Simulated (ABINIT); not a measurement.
## Ti: geometry relaxation (part 1 of 3)

Ti (P6₃/mmc, 2 atoms in the cell), computed with Kohn-Sham DFT of a periodic cell, PBE with D3(BJ), JTH PAW PBE v2.0, no spin polarisation (ABINIT 10.8.3).

The structure derives from an entry of the Crystallography Open Database.

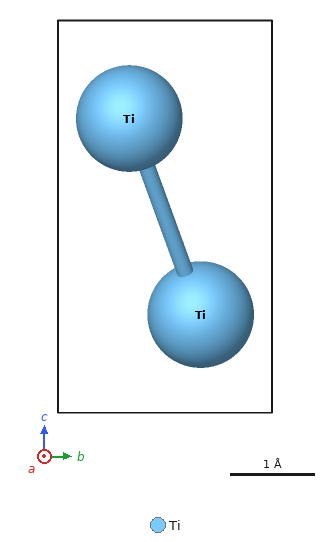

Figure 1. The input geometry (ball-and-stick view of the cell of the calculation, along the a axis). Near neighbours in the crystal (not all of them lie inside the picture): Ti has 12 Ti at 2.89 to 2.95 Å.

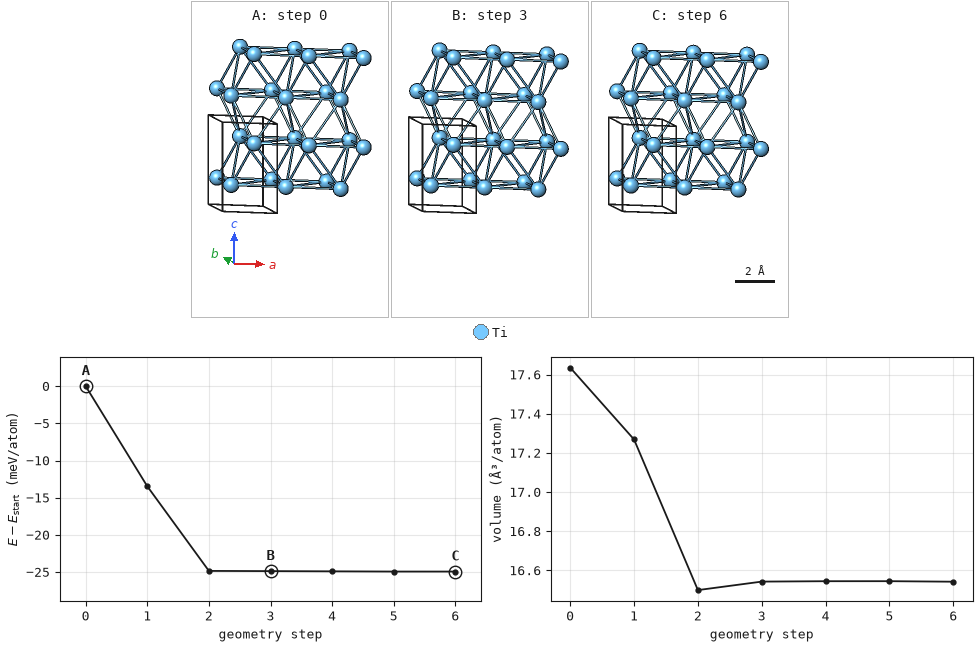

Figure 2. Frames of the relaxation (ball-and-stick view of the cell of the calculation, repeated 3 × 2 × 2, seen slightly off an axis) above the curves, on which the letters mark them (steps are counted from 0).

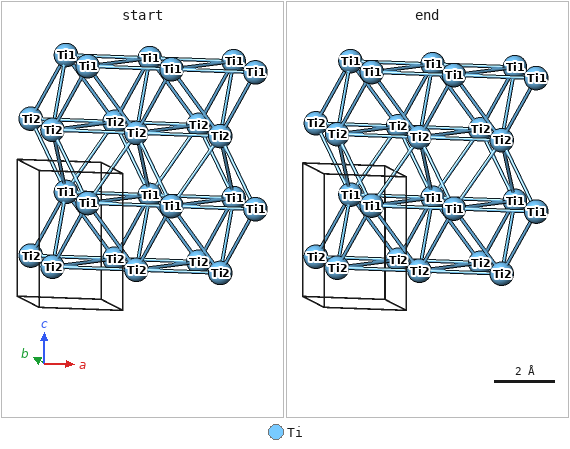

Figure 3. Before (left) and after (right) the relaxation, at one scale (ball-and-stick view of the cell of the calculation, repeated 3 × 2 × 2, seen slightly off an axis). No atom moves by more than 0.005 Å relative to the cell. The drawn cell changes as follows: a = b 2.950 → 2.893 Å (−1.9 %), c 4.680 → 4.565 Å (−2.5 %); the volume changes by −6.2 %. Among the contacts that change: Ti1–Ti2 2.894 → 2.828 Å, Ti1–Ti1 2.950 → 2.893 Å. The space group stays P6_3/mmc (No. 194). Over 6 geometry steps the energy falls by 24.9 meV per atom. All forces vanish by symmetry, so only the cell relaxes. (Atoms are counted from 1 in the order of the input.)

These pictures come from the run below.

**The input**
```
pp_dirpath "./"
pseudos "Ti.GGA_PBE-JTH.xml"

acell 3*1.0
rprim
     5.5746920676     0.0000000000     0.0000000000
    -2.7873460338     4.8278249489     0.0000000000
     0.0000000000     0.0000000000     8.8439182632
ntypat 1
znucl 22
natom 2
typat 1 1
xcart
     2.7873460341     1.6092749828     6.6329386974
    -0.0000000003     3.2185499661     2.2109795658
chkprim 0
chksymtnons 0
tolsym 1.0e-6

ecut 15.0
pawecutdg 30.0

kptopt 1
ngkpt 10 10 6
nshiftk 1
shiftk 0.0 0.0 0.0

ixc 11
vdw_xc 7

nband 16
occopt 3
tsmear 0.05 eV

nstep 100
tolvrs 1.0e-9

iomode 3
prtwf 0
prtden 0
prteig 0
prtebands 0

ionmov 2
ntime 60
tolmxf 5.0e-5
optcell 2
dilatmx 1.08
ecutsm 0.5
```

Command:
```bash
abinit run.abi > log 2>&1
```

**Output**
```
.Version 10.8.3 of ABINIT
 Symmetries : space group P6_3/m m c (#194); Bravais hP (primitive hexag.)
================================================================================
 Values of the parameters that define the memory need of the present run
     intxc =       0    ionmov =       2      iscf =      17    lmnmax =      18
     lnmax =       6     mgfft =      36  mpssoang =       3    mqgrid =    3001
     natom =       2  nloc_mem =       2    nspden =       1   nspinor =       1
    nsppol =       1      nsym =      24    n1xccc =       1    ntypat =       1
    occopt =       3   xclevel =       2
       mpw =         846          nfft =       20736          nkpt =          56
 PAW method is used; the additional fine FFT grid is defined by:
   mgfftf=        48    nfftf =     43200
================================================================================
================================================================================

--------------------------------------------------------------------------------
------------- Echo of variables that govern the present computation ------------
--------------------------------------------------------------------------------
 -outvars: echo values of preprocessed input variables --------
            acell      1.0000000000E+00  1.0000000000E+00  1.0000000000E+00 Bohr
              amu      4.78800000E+01
          chkprim           0
      chksymtnons           0
          dilatmx      1.08000000E+00
             ecut      1.50000000E+01 Hartree
           ecutsm      5.00000000E-01 Hartree
           ionmov           2
                       outvar_i_n : Printing only first  50 k-points.
              ixc          11
                       outvar_i_n : Printing only first  50 k-points.
         kptrlatt       10    0    0      0   10    0      0    0    6
          kptrlen      5.30635096E+01
            natom           2
            nband          16
            ngfft          24      24      36
          ngfftdg          30      30      48
             nkpt          56
            nstep         100
             nsym          24
            ntime          60
           ntypat           1
                       prtocc : prtvol=0, do not print more k-points.
           occopt           3
          optcell           2
        pawecutdg      3.00000000E+01 Hartree
         pawxcdev           0
           prtden           0
        prtebands           0
           prteig           0
            prtwf           0
            rprim      5.5746920676E+00  0.0000000000E+00  0.0000000000E+00
                      -2.7873460338E+00  4.8278249489E+00  0.0000000000E+00
                       0.0000000000E+00  0.0000000000E+00  8.8439182632E+00
          spgroup         194
           tolsym      1.00000000E-06
           tolvrs      1.00000000E-09
           tsmear      1.83746611E-03 Hartree
            typat      1  1
           useylm           1
           vdw_xc           7
                       outvars : Printing only first  50 k-points.
           xangst      1.4749999990E+00  8.5159164648E-01  3.5099999976E+00
                      -5.4585965340E-17  1.7031832930E+00  1.1699999992E+00
            xcart      2.7873460338E+00  1.6092749830E+00  6.6329386974E+00
                      -1.0315252481E-16  3.2185499659E+00  2.2109795658E+00
             xred      6.6666666667E-01  3.3333333333E-01  7.5000000000E-01
                       3.3333333333E-01  6.6666666667E-01  2.5000000000E-01
            znucl       22.00000

================================================================================

 chkinp: Checking input parameters for consistency.

================================================================================
== DATASET  1 ==================================================================

--- !DatasetInfo
iteration_state: {dtset: 1, }
dimensions: {natom: 2, nkpt: 56, mband: 16, nsppol: 1, nspinor: 1, nspden: 1, mpw: 846, }
cutoff_energies: {ecut:  15.0, pawecutdg:  30.0, }
electrons: {nelect:   2.40000000E+01, charge:   0.00000000E+00, occopt:   3.00000000E+00, tsmear:   1.83746611E-03, }
meta: {optdriver: 0, ionmov: 2, optcell: 2, iscf: 17, paral_kgb: 0, }
...

 Exchange-correlation functional for the present dataset will be:
  GGA: Perdew-Burke-Ernzerhof functional - ixc=11
  J.P.Perdew, K.Burke, M.Ernzerhof, PRL 77, 3865 (1996)

 Real(R)+Recip(G) space primitive vectors, cartesian coordinates (Bohr,Bohr^-1):
 R(1)=  5.5746921  0.0000000  0.0000000  G(1)=  0.1793821  0.1035663  0.0000000
 R(2)= -2.7873460  4.8278249  0.0000000  G(2)=  0.0000000  0.2071326  0.0000000
 R(3)=  0.0000000  0.0000000  8.8439183  G(3)=  0.0000000  0.0000000  0.1130721
 Unit cell volume ucvol=  2.3802201E+02 bohr^3
 Angles (23,13,12)=  9.00000000E+01  9.00000000E+01  1.20000000E+02 degrees

 Coarse grid specifications (used for wave-functions):

 getcut: wavevector=  0.0000  0.0000  0.0000  ngfft=  24  24  36
         ecut(hartree)=     17.496   => boxcut(ratio)=   2.16184

 Fine grid specifications (used for densities):

 getcut: wavevector=  0.0000  0.0000  0.0000  ngfft=  30  30  48
         ecut(hartree)=     34.992   => boxcut(ratio)=   2.02242

--- Pseudopotential description ------------------------------------------------
- pspini: atom type   1  psp file is ./Ti.GGA_PBE-JTH.xml
 Pseudopotential format is: paw10
 basis_size (lnmax)=  6 (lmn_size= 18), orbitals=   0   0   1   1   2   2
 Spheres core radius: rc_sph= 2.30802695
 Shapefunction is BESSEL type: shapef(r,l)=aa(1,l)*jl(q(1,l)*r)+aa(2,l)*jl(q(2,l)*r)
 Radius for shape functions =  2.01037111
 Compensation charge density is not taken into account in XC energy/potential

   1.22378552E+03                                ecore*ucvol(ha*bohr**3)
--------------------------------------------------------------------------------

================================================================================

=== [ionmov= 2] Broyden-Fletcher-Goldfarb-Shanno method (forces)
================================================================================

--- Iteration: ( 1/60) Internal Cycle: (1/1)
--------------------------------------------------------------------------------

---SELF-CONSISTENT-FIELD CONVERGENCE--------------------------------------------

--- !BeginCycle
iteration_state: {dtset: 1, itime: 1, icycle: 1, }
solver: {iscf: 17, nstep: 100, nline: 4, wfoptalg: 10, }
tolerances: {tolvrs: 1.00E-09, }
...

     iter   Etot(hartree)      deltaE(h)  residm     nres2
 ETOT  1  -115.35759143531    -1.154E+02 1.033E+01 5.488E+00
 ETOT  2  -117.36121003427    -2.004E+00 1.409E-01 4.751E+00
 ETOT  3  -117.34418739713     1.702E-02 8.065E-02 3.850E-01
 ETOT  4  -117.34362063470     5.668E-04 1.929E-02 3.497E-02
 ETOT  5  -117.34368616661    -6.553E-05 5.524E-03 4.650E-04
 ETOT  6  -117.34368920257    -3.036E-06 5.273E-03 2.228E-05
 ETOT  7  -117.34368976485    -5.623E-07 1.803E-03 2.312E-05
 ETOT  8  -117.34368970827     5.659E-08 1.343E-03 6.590E-07
 ETOT  9  -117.34368971484    -6.579E-09 1.360E-03 3.139E-08
 ETOT 10  -117.34368971611    -1.264E-09 1.010E-03 8.408E-10

 At SCF step   10       nres2   =  8.41E-10 < tolvrs=  1.00E-09 =>converged.

 Cartesian components of stress tensor (hartree/bohr^3)
  sigma(1 1)=  2.27920735E-04  sigma(3 2)=  0.00000000E+00
  sigma(2 2)=  2.27920734E-04  sigma(3 1)=  0.00000000E+00
  sigma(3 3)=  2.42340287E-04  sigma(2 1)=  0.00000000E+00

--- !ResultsGS
iteration_state: {dtset: 1, itime: 1, icycle: 1, }
comment   : Summary of ground state results
lattice_vectors:
- [  5.5746921,   0.0000000,   0.0000000, ]
- [ -2.7873460,   4.8278249,   0.0000000, ]
- [  0.0000000,   0.0000000,   8.8439183, ]
lattice_lengths: [   5.57469,    5.57469,    8.84392, ]
lattice_angles: [ 90.000,  90.000, 120.000, ] # degrees, (23, 13, 12)
lattice_volume:   2.3802201E+02
convergence: {deltae: -1.264E-09, res2:  8.408E-10, residm:  1.010E-03, diffor: null, }
etotal    :  -1.17343690E+02
entropy   :   0.00000000E+00
fermie    :   2.77348033E-01
cartesian_stress_tensor: # hartree/bohr^3
- [  2.27920735E-04,   0.00000000E+00,   0.00000000E+00, ]
- [  0.00000000E+00,   2.27920734E-04,   0.00000000E+00, ]
- [  0.00000000E+00,   0.00000000E+00,   2.42340287E-04, ]
pressure_GPa:  -6.8471E+00
xred      :
- [  6.6667E-01,   3.3333E-01,   7.5000E-01, Ti]
- [  3.3333E-01,   6.6667E-01,   2.5000E-01, Ti]
cartesian_forces: # hartree/bohr
- [  9.66024738E-29,   5.57734643E-29,  -0.00000000E+00, ]
- [ -9.66024738E-29,  -5.57734643E-29,  -0.00000000E+00, ]
force_length_stats: {min:   1.11546929E-28, max:   1.11546929E-28, mean:   1.11546929E-28, }
...

 Integrated electronic density in atomic spheres:
 ------------------------------------------------
 Atom  Sphere_radius  Integrated_density
    1        2.30803         10.13832106
    2        2.30803         10.13832106

---OUTPUT-----------------------------------------------------------------------

 Cartesian coordinates (xcart) [bohr]
  2.78734603380000E+00  1.60927498296667E+00  6.63293869740000E+00
 -1.03152524810746E-16  3.21854996593333E+00  2.21097956580000E+00
 Reduced coordinates (xred)
  6.66666666666667E-01  3.33333333333333E-01  7.50000000000000E-01
  3.33333333333333E-01  6.66666666666667E-01  2.50000000000000E-01
 Cartesian forces (fcart) [Ha/bohr]; max,rms= 9.66025E-29 6.44016E-29 (free atoms)
  9.66024738408059E-29  5.57734642754165E-29 -0.00000000000000E+00
 -9.66024738408059E-29 -5.57734642754165E-29 -0.00000000000000E+00
 Gradient of E wrt nuclear positions in reduced coordinates (gred)
 -5.38529044630877E-28  1.66215635099759E-44 -0.00000000000000E+00
  5.38529044630877E-28 -1.66215635099759E-44  0.00000000000000E+00
 Scale of Primitive Cell (acell) [bohr]
  1.00000000000000E+00  1.00000000000000E+00  1.00000000000000E+00
 Real space primitive translations (rprimd) [bohr]
  5.57469206760000E+00  0.00000000000000E+00  0.00000000000000E+00
 -2.78734603380000E+00  4.82782494890000E+00  0.00000000000000E+00
  0.00000000000000E+00  0.00000000000000E+00  8.84391826320000E+00
 Unitary Cell Volume (ucvol) [Bohr^3]=  2.38022009741309E+02
 Angles (23,13,12)= [degrees]
  9.00000000000000E+01  9.00000000000000E+01  1.19999999999574E+02
 Lengths [Bohr]
  5.57469206760000E+00  5.57469206767171E+00  8.84391826320000E+00
 Stress tensor in cartesian coordinates (strten) [Ha/bohr^3]
  2.27920735214882E-04  0.00000000000000E+00  0.00000000000000E+00
  0.00000000000000E+00  2.27920734466106E-04  0.00000000000000E+00
  0.00000000000000E+00  0.00000000000000E+00  2.42340287033054E-04
 Total energy (etotal) [Ha]= -1.17343689716108E+02

--- Iteration: ( 2/60) Internal Cycle: (1/1)
--------------------------------------------------------------------------------

---SELF-CONSISTENT-FIELD CONVERGENCE--------------------------------------------

--- !BeginCycle
iteration_state: {dtset: 1, itime: 2, icycle: 1, }
solver: {iscf: 17, nstep: 100, nline: 4, wfoptalg: 10, }
tolerances: {tolvrs: 1.00E-09, }
...

     iter   Etot(hartree)      deltaE(h)  residm     nres2
 ETOT  1  -117.35237418250    -1.174E+02 7.394E-01 1.874E+00
 ETOT  2  -117.34636988207     6.004E-03 1.881E-02 4.555E-01
 ETOT  3  -117.34464929682     1.721E-03 2.373E-03 8.490E-03
 ETOT  4  -117.34467900669    -2.971E-05 7.997E-04 2.567E-04
 ETOT  5  -117.34467930854    -3.019E-07 1.830E-03 5.509E-06
 ETOT  6  -117.34467932195    -1.341E-08 5.256E-04 2.515E-07
 ETOT  7  -117.34467932232    -3.617E-10 1.647E-03 7.124E-09
 ETOT  8  -117.34467932240    -8.049E-11 2.705E-04 8.176E-10

 At SCF step    8       nres2   =  8.18E-10 < tolvrs=  1.00E-09 =>converged.

 Cartesian components of stress tensor (hartree/bohr^3)
  sigma(1 1)=  1.57345321E-04  sigma(3 2)=  0.00000000E+00
  sigma(2 2)=  1.57345320E-04  sigma(3 1)=  0.00000000E+00
  sigma(3 3)=  1.71380627E-04  sigma(2 1)=  0.00000000E+00
```
